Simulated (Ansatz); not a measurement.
# Does disorder add resistance in series? Pt(111) layers with 75 % Re

Two lengths of the disordered region are known. What area resistance does the third give?

How it was computed: Ansatz 0.2.0, plane waves with PAW datasets at their recommended cutoffs (420 eV for most), Fermi-Dirac smearing; ballistic transmission by layer matching. The area resistance is RA = A (h/2e²)(1/T − 1/N), with T the zone-mean transmission per spin and N the lead's channels, both averaged over a few energies near the Fermi level; for magnets each spin is taken apart, with h/e², and the two conduct in parallel. Lateral cell 2x2, PBE, a fresh random draw for each length.

Results; the value marked ? is to be predicted:

| length (Å) | channels N | RA (fΩ m²) |
| --- | --- | --- |
| 9.06 | 6.947 | 1.20 |
| 18.1 | 6.923 | 1.60 |
| 27.2 | 6.927 | ? |

**Estimate by hand.**

Ohm's law makes RA linear in the length: the slope is (1.60 − 1.20)/(18.1 − 9.06) = 0.0440 fΩ m² per Å, or 44 µΩ cm. Then 1.60 + 0.0440 × 9.06. Predicted: 2.00 fΩ m².

**The withheld run.**

2.25 fΩ m², so the prediction is 11 % too low. The three lengths together give 58 µΩ cm. The two increments are 0.40 and 0.65 fΩ m²; with one draw for each length, their difference can't be told from scatter.

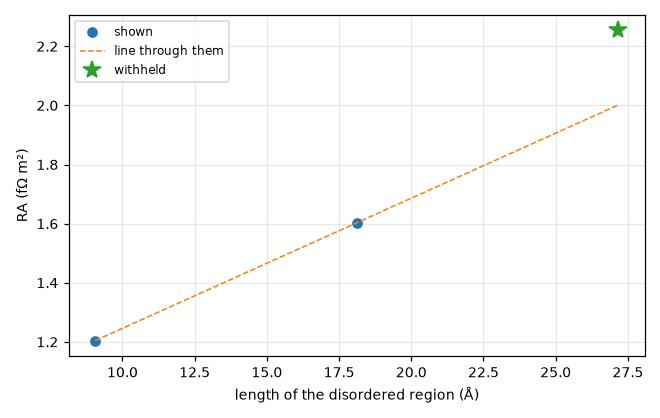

Area resistance against length.

**Limits.** The scatterers repeat sideways with the small cell. The slope is a raw one; a model of isotropic scattering puts it 1.00 times the bulk value over these lengths. Atoms sit unrelaxed on the host's lattice, and the pair may not mix at random in practice. Spin-orbit coupling is left out, which matters for Pt and Re.
